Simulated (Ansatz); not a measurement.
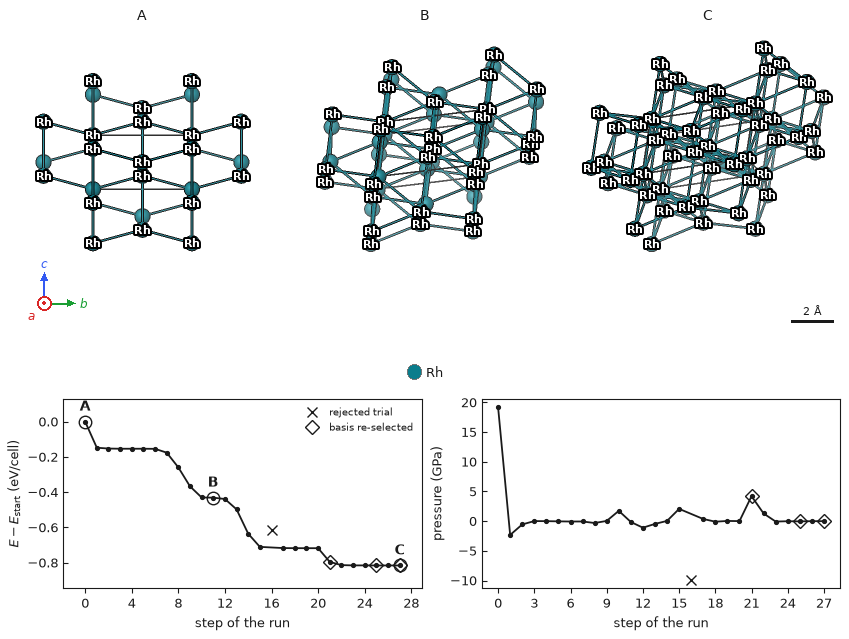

Frames of a relaxation of crystalline Rh (a generated structure, set up in I4_1/amd), marked on the history of the run. Style: ball-and-stick. Shown: the conventional cell (2 times the calculation's cell), along the a axis. Lengths and directions refer to the drawn axes.

Phase: beta-Sn type.

These are results of DFT, PBE, plane waves (420 eV) with PAW, scalar-relativistic (Ansatz 0.2.0), not measurements. Set-up: plane-wave cutoff 420 eV; k-point mesh 14 × 14 × 9; occupations fermi dirac; smearing width 0.1 eV; no spin polarisation; cell and atoms relaxed; force threshold 0.01 eV/Å; at most 60 steps.

> Describe the path.

The largest moves relative to the cell, 0.083 Å, are those of Rh atoms. Cell: a = b 4.729 → 5.073 Å (+7.3 %), c 2.582 → 2.687 Å (+4.0 %), α 90.0° → 74.6°, β 90.0° → 74.6°, γ 90.0° → 106.7°. Volume +2.7 %. Some distances before and after: Rh–Rh 3.585 → 2.712 Å, Rh–Rh 3.057 → 2.672 Å, Rh–Rh 2.451 → 2.672 Å, Rh–Rh 2.451 → 2.585 Å. New bonds form: Rh–Rh (3.58 → 2.71 Å). Among the angles between lasting bonds that change: Rh–Rh–Rh 94.0° → 63.3°, Rh–Rh–Rh 74.7° → 90.0°, Rh–Rh–Rh 105.3° → 90.0°. The space group (tolerance 0.01 Å) goes from I4_1/amd (No. 141) to Cmcm (No. 63). After 23 accepted moves (27 points after the start) the energy has fallen by 0.816 eV per cell of the calculation. Largest force component: 0.00043 eV/Å at the start, under 0.0001 eV/Å at the end. The pressure goes from 19.18 to 0.00 GPa. The line search rejected the trial step at point 16 of the run. At 3 points the geometry stayed and the basis and grid were re-selected for the new cell (energy shift of 77.6 meV per cell of the calculation at most each time). Cost: 9.1 min on 1 thread of Intel(R) Xeon(R) Platinum 8259CL CPU @ 2.50GHz (Skylake/Cascade Lake) (shared host), peak memory 0.7 GiB. From step 0 to 11: Rh atoms move most (0.11 Å), volume +4.8 %, energy −0.431 eV per cell of the calculation. From step 11 to 27: Rh atoms move most (0.05 Å), volume −2.0 %, energy −0.385 eV per cell of the calculation.

| step | E − E(0), meV/atom | largest force component, eV/Å | pressure, GPa | volume, Å³/atom | note |
| --- | --- | --- | --- | --- | --- |
| 0 | 0.00 | 0.0004 | 19.18 | 14.439 |  |
| 1 | -73.83 | 0.0001 | -2.32 | 15.797 |  |
| 2 | -76.16 | 0.0001 | -0.55 | 15.661 |  |
| 3 | -76.70 | 0.0004 | 0.02 | 15.626 |  |
| 4 | -76.70 | 0.0005 | 0.00 | 15.627 |  |
| 5 | -76.71 | 0.0008 | -0.03 | 15.630 |  |
| 6 | -77.01 | 0.0075 | -0.06 | 15.631 |  |
| 7 | -87.77 | 0.0390 | -0.05 | 15.597 |  |
| 8 | -129.67 | 0.1149 | -0.31 | 15.491 |  |
| 9 | -183.35 | 0.1380 | 0.04 | 15.295 |  |
| 10 | -214.94 | 0.0713 | 1.74 | 15.046 |  |
| 11 | -215.49 | 0.0213 | -0.14 | 15.134 |  |
| 12 | -219.32 | 0.0073 | -1.10 | 15.215 |  |
| 13 | -248.66 | 0.0068 | -0.46 | 15.052 |  |
| 14 | -317.79 | 0.0089 | 0.05 | 14.791 |  |
| 15 | -355.06 | 0.1086 | 2.07 | 14.462 |  |
| 16 | -307.38 | 0.1192 | -9.88 | 15.054 | rejected |
| 17 | -358.44 | 0.0044 | 0.37 | 14.583 |  |
| 18 | -358.75 | 0.0036 | -0.09 | 14.598 |  |
| 19 | -358.79 | 0.0020 | 0.04 | 14.593 |  |
| 20 | -358.79 | 0.0007 | 0.01 | 14.594 |  |
| 21 | -397.60 | 0.0079 | 4.21 | 14.594 | same geometry, new basis |
| 22 | -406.76 | 0.0114 | 1.29 | 14.759 |  |
| 23 | -407.61 | 0.0015 | -0.07 | 14.840 |  |
| 24 | -407.62 | 0.0001 | -0.01 | 14.835 |  |
| 25 | -407.80 | 0.0003 | -0.04 | 14.835 | same geometry, new basis |
| 26 | -407.80 | 0.0001 | 0.00 | 14.833 |  |
| 27 | -407.80 | 0.0001 | 0.00 | 14.833 | same geometry, new basis |
